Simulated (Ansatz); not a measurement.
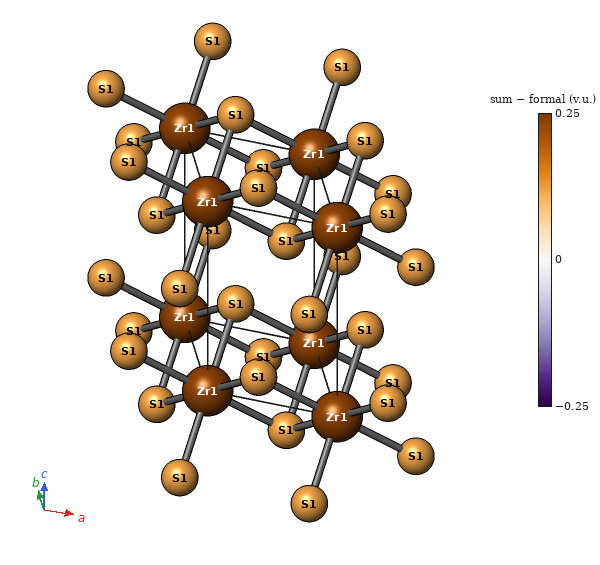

Atoms of ZrS2 (P-3m1) coloured by their computed bond-valence sum less the size of their formal valence (view from a free direction).

Bond valence s = exp((R0 − d)/b), R0 fitted to published crystal structures with b = 0.37 Å, summed over all anions within 5 Å; R0 in Å: Zr4+–S 2.417.

The cell is taken from a calculation's input that goes back to an entry of the Crystallography Open Database (an earlier step may have relaxed or displaced it).

```yaml
crystal:
  lattice:
    - [3.62783, 0.00000, 0.00000]
    - [-1.81392, 3.14179, 0.00000]
    - [0.00000, 0.00000, 5.88570]
  atoms:
    - { symbol: Zr, position: [0.00000, 0.00000, 0.00000] }
    - { symbol: S, position: [0.33333, 0.66667, 0.24682] }
    - { symbol: S, position: [0.66667, 0.33333, 0.75318] }
```

Site labels: Zr1 at 0.000, 0.000, 0.000; S1 at 0.333, 0.667, 0.247.

**Which site departs most from its formal valence?**

Zr1, whose sum is 4.23 against 4: by this sum it is overbonded.

**Give the sums of all sites.**

| site | x, y, z | formal valence | bond-valence sum | difference |
| --- | --- | --- | --- | --- |
| Zr1 | 0.000, 0.000, 0.000 | +4 | 4.23 | 0.23 |
| S1 | 0.333, 0.667, 0.247 | −2 | 2.12 | 0.12 |

**Is the structure strained by this measure?**

The global instability index (root mean square of the differences over all atoms) is 0.16 v.u.: moderate strain, common in real structures. The cell was not relaxed for this table, and a volume that is off by a few per cent shifts all sums together.
